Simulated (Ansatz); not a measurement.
Run report: W, geometry relaxation (part 1 of 2)

W (1 atom in the cell), computed with DFT with r2SCAN, PAW plane waves, no spin polarisation (Ansatz 0.2.0).

The structure derives from an entry of the Crystallography Open Database.

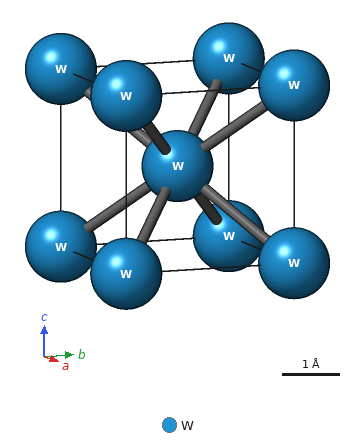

Fig. 1: The input geometry (ball-and-stick view of the cell 2 times as large as that of the calculation, set on its symmetry axes, seen slightly off an axis). Near neighbours in the crystal (not all of them lie inside the picture): W has 8 W at 2.77 Å.

Input file:
```yaml
crystal:
  lattice:
    - [-1.60176811, 1.60176811, 1.60176811]
    - [1.60176811, -1.60176811, 1.60176811]
    - [1.60176811, 1.60176811, -1.60176811]
  atoms:
    - { symbol: W, position: [0.0, 0.0, 0.0] }
  symmetry: { tolerance: 0.0003 }
kpoints:
  mp_grid: { grid: [15, 15, 15], shift: [0, 0, 0] }
magnetization:
  spin_polarized: false
scf:
  occupations: { method: fermi_dirac }
  lower_state_search: "off"
hamiltonian:
  pseudopotentials: { kind: paw }
  xc: r2scan
basis:
  ecutwfc: 500
  fft_grid_basis: typed
relax:
  max_steps: 80
  cell: { p_target: 0.0 }
  f_tol: 0.03
output:
  forces: true
  stress: true
  eigenvalues: true
  bader: true
  populations: true
  elf: true
  write_potential: true
  volumetric_format: npy
  dos:
    e_range: [-12, 8]
    de: 0.05
    projected: { site_lists: { W: [W] } }
  write_density: true
checkpoint:
  read: saved_state
```

Hardware: 2 threads of Arm Neoverse N1, 54 GiB of memory available, shared host.

Launched with:
```bash
ansatz run input.yaml --threads 2 --pin off --max-ram 2560MiB --backend cpu --events-out ev --progress --plain --runs-dir out
```

What the program printed:
```
Engine: ansatz 0.2.0, aarch64-unknown-linux-gnu
Pseudopotentials: kind: paw
Pseudopotential: W, paw, valence charge 14, recommended cutoff 500 eV (meta_gga), W.paw.azcp
Functional definition: r2SCAN
  parameter k0 = 0.174
  parameter k1 = 0.065
  parameter a1 = 4.9479
  exchange = r2scan_x(k0 = k0, k1 = k1, a1 = a1)
  correlation = r2scan_c
Crystal: 1 atoms, lattice volume = 16.438 Å³
Basis set: ecut = 500 eV, 429 PW (Γ), exchange–correlation on 96×96×96 points (64 copies of the dense FFT grid, shifted against one another)
Bands: 11, of which v1, the nominal top of the filled ones, is band 7 counted from 1 (6 counted from 0)
Symmetry: 48 space group operations
Space group: Im-3m (ITA 229), of the structure as read, at distance tolerance 7.6e-4 Å
k-points: 120 of 3375
Non-local potential: W, projectors of the file, l = 0: 3, l = 1: 2, l = 2: 2, l = 3: 1
PAW form: soft (Blöchl's): semilocal exchange-correlation on the pseudo side does not see the compensation charge
PAW frozen core: W, regenerated for the run's functional (the file was generated under x = pbe(κ = 0.804, μ = 0.2195149727645171), c = pbe(β = 0.06672455060314922))
PAW one-centre angular grid: W, 590 points (default); XC on 160 Gauss nodes
Initial density: read from a saved state, or passed on in memory by an earlier SCF of this step, an earlier step, the calling program or the single point that the run made first
Initial wavefunctions: pseudopotential atomic-orbital guess
Functional: x = r2scan, c = r2scan; τ floored in thin density (d = 2e-4 eV/Å³)
iter 1 solved again at ethr=2.26e-6 eV; its pass at ethr=3.10e-3 eV (dr2=3.17e-4 eV) is discarded
SCF iter   1: F=-10397.287129 eV  HF=-10397.286710 eV  |F-HF|=4.19e-4  |Δ(HF+E_count)|=         —  Δρ=2.04e-3  dr2=2.86e-4  dr2_τ=3.71e-3  ethr=2.26e-6  ⟨swp⟩=2.3  Hψ=10120  notcnv=0
preconditioner: auto → none  [metal: Δε(μ)=0.140 eV  Ē_g=9.192 eV  σ=0.100 eV  W_gap=0.33  n_scr=0 (ndim 8)  ℏωp=22.4 eV  f_vac=0.000  D(μ)=0.36/eV (n_scr^D=0)]
SCF iter   2: F=-10397.287200 eV  HF=-10397.287149 eV  |F-HF|=5.12e-5  |Δ(HF+E_count)|=   4.39e-4  Δρ=1.02e-3  dr2=5.50e-5  dr2_τ=1.84e-5  ethr=2.04e-6  ⟨swp⟩=2.0  Hψ=1964  notcnv=0
SCF iter   3: F=-10397.287203 eV  HF=-10397.287202 eV  |F-HF|=1.25e-6  |Δ(HF+E_count)|=   5.27e-5  Δρ=1.73e-4  dr2=2.00e-6  dr2_τ=1.31e-6  ethr=3.93e-7  ⟨swp⟩=1.0  Hψ=1320  notcnv=0
SCF iter   4: F=-10397.287204 eV  HF=-10397.287204 eV  |F-HF|=2.35e-8  |Δ(HF+E_count)|=   1.56e-6  Δρ=1.46e-5  dr2=9.47e-9  dr2_τ=7.10e-9  ethr=7.14e-10  ⟨swp⟩=7.4  Hψ=8752  notcnv=0
SCF 1 converged in 4 iterations: F = -10397.287204 eV  dr2 = 9.47e-9
  greatest PAW one-centre occupation: 0.999 electrons in one spin orbital (limit 2), on the W atom at site 0 (counted from 0), in its partial waves of l = 0
relax step   1: F+E_penalty+E_count = -10397.28720359 eV  Δ(F+E_penalty+E_count) = +0.000e0 eV  max|allowed force component| = 0.000e0 eV/Å  Δτ_max = 0.0000 Å  P = -9.778 GPa  Ω = 16.438 Å³  (4 SCF iters, dr2 threshold 1.00e-7 eV, accepted)
Crystal: 1 atoms, lattice volume = 14.328 Å³
Basis set: ecut = 500 eV, 369 PW (Γ), exchange–correlation on 96×96×96 points (64 copies of the dense FFT grid, shifted against one another)
Initial density: handed on by an earlier stage of this run
Initial wavefunctions: those handed on with the density
iter 1 solved again at ethr=1.69e-5 eV; its pass at ethr=3.10e-3 eV (dr2=2.37e-3 eV) is discarded
SCF iter   1: F=-10397.105910 eV  HF=-10396.862369 eV  |F-HF|=2.44e-1  |Δ(HF+E_count)|=         —  Δρ=5.59e-3  dr2=2.38e-3  dr2_τ=3.68e-1  ethr=1.69e-5  ⟨swp⟩=1.7  Hψ=10464  notcnv=0
preconditioner: auto → none  [metal: Δε(μ)=0.036 eV  Ē_g=10.556 eV  σ=0.100 eV  W_gap=0.09  n_scr=0 (ndim 8)  ℏωp=24.0 eV  f_vac=0.000  D(μ)=0.47/eV (n_scr^D=0)]
SCF iter   2: F=-10397.116477 eV  HF=-10397.115235 eV  |F-HF|=1.24e-3  |Δ(HF+E_count)|=   2.53e-1  Δρ=3.27e-3  dr2=4.52e-4  dr2_τ=3.09e-4  ethr=1.69e-5  ⟨swp⟩=3.0  Hψ=2840  notcnv=0
SCF iter   3: F=-10397.116587 eV  HF=-10397.116322 eV  |F-HF|=2.65e-4  |Δ(HF+E_count)|=   1.09e-3  Δρ=1.83e-3  dr2=1.25e-4  dr2_τ=5.06e-5  ethr=3.23e-6  ⟨swp⟩=2.4  Hψ=2073  notcnv=0
SCF iter   4: F=-10397.116614 eV  HF=-10397.116612 eV  |F-HF|=1.94e-6  |Δ(HF+E_count)|=   2.90e-4  Δρ=1.31e-4  dr2=9.44e-7  dr2_τ=1.08e-6  ethr=8.95e-7  ⟨swp⟩=2.0  Hψ=2166  notcnv=0
SCF iter   5: F=-10397.116614 eV  HF=-10397.116614 eV  |F-HF|=1.27e-9  |Δ(HF+E_count)|=   2.18e-6  Δρ=1.44e-5  dr2=1.16e-8  dr2_τ=2.27e-9  ethr=7.14e-10  ⟨swp⟩=10.9  Hψ=9919  notcnv=0
SCF 2 converged in 5 iterations: F = -10397.116614 eV  dr2 = 1.16e-8
relax step   2: F+E_penalty+E_count = -10397.11661386 eV  Δ(F+E_penalty+E_count) = +1.706e-1 eV  max|allowed force component| = 0.000e0 eV/Å  Δτ_max = 0.0000 Å  P = +41.543 GPa  Ω = 14.328 Å³  energy of the carried Pulay correction = +1.207e-3 eV  (5 SCF iters, dr2 threshold 1.00e-7 eV, rejected (line search))
Crystal: 1 atoms, lattice volume = 15.990 Å³
Basis set: ecut = 500 eV, 381 PW (Γ), exchange–correlation on 96×96×96 points (64 copies of the dense FFT grid, shifted against one another)
iter 1 solved again at ethr=4.98e-6 eV; its pass at ethr=3.10e-3 eV (dr2=6.97e-4 eV) is discarded
SCF iter   1: F=-10397.297341 eV  HF=-10397.031751 eV  |F-HF|=2.66e-1  |Δ(HF+E_count)|=         —  Δρ=3.51e-3  dr2=6.91e-4  dr2_τ=2.63e-1  ethr=4.98e-6  ⟨swp⟩=1.3  Hψ=10383  notcnv=0
preconditioner: auto → none  [metal: Δε(μ)=0.135 eV  Ē_g=9.369 eV  σ=0.100 eV  W_gap=0.32  n_scr=0 (ndim 8)  ℏωp=22.7 eV  f_vac=0.000  D(μ)=0.35/eV (n_scr^D=0)]
SCF iter   2: F=-10397.303476 eV  HF=-10397.302929 eV  |F-HF|=5.48e-4  |Δ(HF+E_count)|=   2.71e-1  Δρ=3.00e-3  dr2=4.86e-4  dr2_τ=1.41e-4  ethr=4.93e-6  ⟨swp⟩=3.0  Hψ=2899  notcnv=0
SCF iter   3: F=-10397.303603 eV  HF=-10397.303555 eV  |F-HF|=4.76e-5  |Δ(HF+E_count)|=   6.27e-4  Δρ=8.77e-4  dr2=4.89e-5  dr2_τ=2.50e-5  ethr=3.47e-6  ⟨swp⟩=2.0  Hψ=2162  notcnv=0
SCF iter   4: F=-10397.303611 eV  HF=-10397.303609 eV  |F-HF|=2.33e-6  |Δ(HF+E_count)|=   5.38e-5  Δρ=4.03e-4  dr2=1.12e-5  dr2_τ=6.25e-6  ethr=3.49e-7  ⟨swp⟩=2.1  Hψ=2026  notcnv=0
SCF iter   5: F=-10397.303615 eV  HF=-10397.303615 eV  |F-HF|=2.08e-7  |Δ(HF+E_count)|=   5.45e-6  Δρ=6.18e-5  dr2=2.33e-7  dr2_τ=7.45e-8  ethr=8.01e-8  ⟨swp⟩=2.8  Hψ=2208  notcnv=0
SCF iter   6: F=-10397.303615 eV  HF=-10397.303615 eV  |F-HF|=1.51e-8  |Δ(HF+E_count)|=   2.34e-7  Δρ=2.34e-5  dr2=4.01e-8  dr2_τ=8.87e-9  ethr=1.66e-9  ⟨swp⟩=2.6  Hψ=2000  notcnv=0
SCF iter   7: F=-10397.303615 eV  HF=-10397.303615 eV  |F-HF|=3.20e-9  |Δ(HF+E_count)|=   1.87e-8  Δρ=1.08e-5  dr2=8.66e-9  dr2_τ=2.10e-9  ethr=2.86e-10  ⟨swp⟩=2.1  Hψ=1779  notcnv=0
SCF iter   8: F=-10397.303615 eV  HF=-10397.303615 eV  |F-HF|=1.89e-10  |Δ(HF+E_count)|=   4.51e-9  Δρ=2.87e-6  dr2=6.19e-10  dr2_τ=1.65e-10  ethr=6.19e-11  ⟨swp⟩=2.5  Hψ=1984  notcnv=0
SCF iter   9: F=-10397.303615 eV  HF=-10397.303615 eV  |F-HF|=1.46e-11  |Δ(HF+E_count)|=  3.07e-10  Δρ=3.78e-7  dr2=1.05e-11  dr2_τ=2.26e-12  ethr=4.42e-12  ⟨swp⟩=3.0  Hψ=2175  notcnv=0
SCF iter  10: F=-10397.303615 eV  HF=-10397.303615 eV  |F-HF|=5.46e-12  |Δ(HF+E_count)|=  1.09e-11  Δρ=2.02e-9  dr2=2.55e-16  dr2_τ=1.94e-16  ethr=1.00e-12  ⟨swp⟩=5.8  Hψ=4918  notcnv=0
SCF 3 converged in 10 iterations: F = -10397.303615 eV  dr2 = 2.55e-16
relax step   3: F+E_penalty+E_count = -10397.30361485 eV  Δ(F+E_penalty+E_count) = -1.641e-2 eV  max|allowed force component| = 0.000e0 eV/Å  Δτ_max = 0.0000 Å  P = -1.569 GPa  Ω = 15.990 Å³  energy of the carried Pulay correction = +2.433e-4 eV  (10 SCF iters, accepted)
Crystal: 1 atoms, lattice volume = 15.907 Å³
iter 1 solved again at ethr=3.06e-8 eV; its pass at ethr=3.10e-3 eV (dr2=4.28e-6 eV) is discarded
SCF iter   1: F=-10397.304029 eV  HF=-10397.303509 eV  |F-HF|=5.20e-4  |Δ(HF+E_count)|=         —  Δρ=1.69e-4  dr2=1.67e-6  dr2_τ=5.42e-4  ethr=3.06e-8  ⟨swp⟩=2.4  Hψ=9168  notcnv=0
preconditioner: auto → none  [metal: Δε(μ)=0.213 eV  Ē_g=9.505 eV  σ=0.100 eV  W_gap=0.45  n_scr=0 (ndim 8)  ℏωp=22.8 eV  f_vac=0.000  D(μ)=0.35/eV (n_scr^D=0)]
SCF iter   2: F=-10397.304046 eV  HF=-10397.304044 eV  |F-HF|=1.96e-6  |Δ(HF+E_count)|=   5.35e-4  Δρ=1.34e-4  dr2=8.42e-7  dr2_τ=3.12e-7  ethr=1.19e-8  ⟨swp⟩=3.1  Hψ=2506  notcnv=0
SCF iter   3: F=-10397.304046 eV  HF=-10397.304046 eV  |F-HF|=3.54e-7  |Δ(HF+E_count)|=   1.77e-6  Δρ=6.49e-5  dr2=1.90e-7  dr2_τ=6.48e-8  ethr=6.02e-9  ⟨swp⟩=2.9  Hψ=2246  notcnv=0
SCF iter   4: F=-10397.304046 eV  HF=-10397.304046 eV  |F-HF|=1.11e-9  |Δ(HF+E_count)|=   3.89e-7  Δρ=4.15e-6  dr2=9.55e-10  dr2_τ=7.26e-10  ethr=7.14e-10  ⟨swp⟩=10.1  Hψ=9447  notcnv=0
SCF 4 converged in 4 iterations: F = -10397.304046 eV  dr2 = 9.55e-10
relax step   4: F+E_penalty+E_count = -10397.30404640 eV  Δ(F+E_penalty+E_count) = -4.315e-4 eV  max|allowed force component| = 0.000e0 eV/Å  Δτ_max = 0.0000 Å  P = +0.086 GPa  Ω = 15.907 Å³  energy of the carried Pulay correction = +2.890e-4 eV  (4 SCF iters, dr2 threshold 1.00e-7 eV, accepted)
Crystal: 1 atoms, lattice volume = 15.911 Å³
iter 1 solved again at ethr=1.00e-10 eV; its pass at ethr=3.10e-3 eV (dr2=1.40e-8 eV) is discarded
SCF iter   1: F=-10397.304045 eV  HF=-10397.304044 eV  |F-HF|=1.38e-6  |Δ(HF+E_count)|=         —  Δρ=9.63e-6  dr2=6.47e-9  dr2_τ=1.44e-6  ethr=1.00e-10  ⟨swp⟩=2.3  Hψ=9072  notcnv=0
preconditioner: auto → none  [metal: Δε(μ)=0.214 eV  Ē_g=9.501 eV  σ=0.100 eV  W_gap=0.45  n_scr=0 (ndim 8)  ℏωp=22.8 eV  f_vac=0.000  D(μ)=0.35/eV (n_scr^D=0)]
SCF iter   2: F=-10397.304045 eV  HF=-10397.304045 eV  |F-HF|=3.53e-9  |Δ(HF+E_count)|=   1.42e-6  Δρ=5.41e-6  dr2=1.21e-9  dr2_τ=6.68e-10  ethr=4.62e-11  ⟨swp⟩=6.0  Hψ=7548  notcnv=0
SCF 5 converged in 2 iterations: F = -10397.304045 eV  dr2 = 1.21e-9
relax step   5: F+E_penalty+E_count = -10397.30404516 eV  Δ(F+E_penalty+E_count) = +1.232e-6 eV  max|allowed force component| = 0.000e0 eV/Å  Δτ_max = 0.0000 Å  P = -0.001 GPa  Ω = 15.911 Å³  energy of the carried Pulay correction = +2.867e-4 eV  (2 SCF iters, dr2 threshold 1.85e-8 eV, accepted)
Initial wavefunctions: pseudopotential atomic-orbital guess (no wavefunctions were taken with the density)
iter 1 solved again at ethr=1.60e-8 eV; its pass at ethr=3.10e-3 eV (dr2=2.24e-6 eV) is discarded
SCF iter   1: F=-10397.303779 eV  HF=-10397.303778 eV  |F-HF|=2.65e-7  |Δ(HF+E_count)|=         —  Δρ=1.04e-4  dr2=1.86e-7  dr2_τ=2.31e-6  ethr=1.60e-8  ⟨swp⟩=3.2  Hψ=11274  notcnv=0
SCF iter   2: F=-10397.303779 eV  HF=-10397.303779 eV  |F-HF|=4.34e-8  |Δ(HF+E_count)|=   2.28e-7  Δρ=5.18e-5  dr2=4.56e-8  dr2_τ=6.72e-8  ethr=1.33e-9  ⟨swp⟩=1.9  Hψ=1853  notcnv=0
SCF iter   3: F=-10397.303779 eV  HF=-10397.303779 eV  |F-HF|=1.89e-10  |Δ(HF+E_count)|=   4.56e-8  Δρ=2.72e-6  dr2=8.12e-10  dr2_τ=1.17e-10  ethr=3.26e-10  ⟨swp⟩=2.0  Hψ=2043  notcnv=0
SCF iter   4: F=-10397.303779 eV  HF=-10397.303779 eV  |F-HF|=4.55e-11  |Δ(HF+E_count)|=  5.64e-11  Δρ=1.32e-6  dr2=9.36e-11  dr2_τ=2.36e-11  ethr=5.80e-12  ⟨swp⟩=3.0  Hψ=2136  notcnv=0
SCF iter   5: F=-10397.303779 eV  HF=-10397.303779 eV  |F-HF|=7.28e-12  |Δ(HF+E_count)|=  5.46e-11  Δρ=2.81e-7  dr2=6.29e-12  dr2_τ=3.52e-12  ethr=1.00e-12  ⟨swp⟩=4.0  Hψ=6044  notcnv=0
SCF 6 converged in 5 iterations: F = -10397.303779 eV  dr2 = 6.29e-12
relax step   6: F+E_penalty+E_count = -10397.30377868 eV  Δ(F+E_penalty+E_count) = +2.665e-4 eV  max|allowed force component| = 0.000e0 eV/Å  Δτ_max = 0.0000 Å  P = -0.012 GPa  Ω = 15.911 Å³  stress off target by 1.23e-2 GPa  SCF on the basis re-selected at this cell (its energy is not comparable with the rows above)  (5 SCF iters)
```
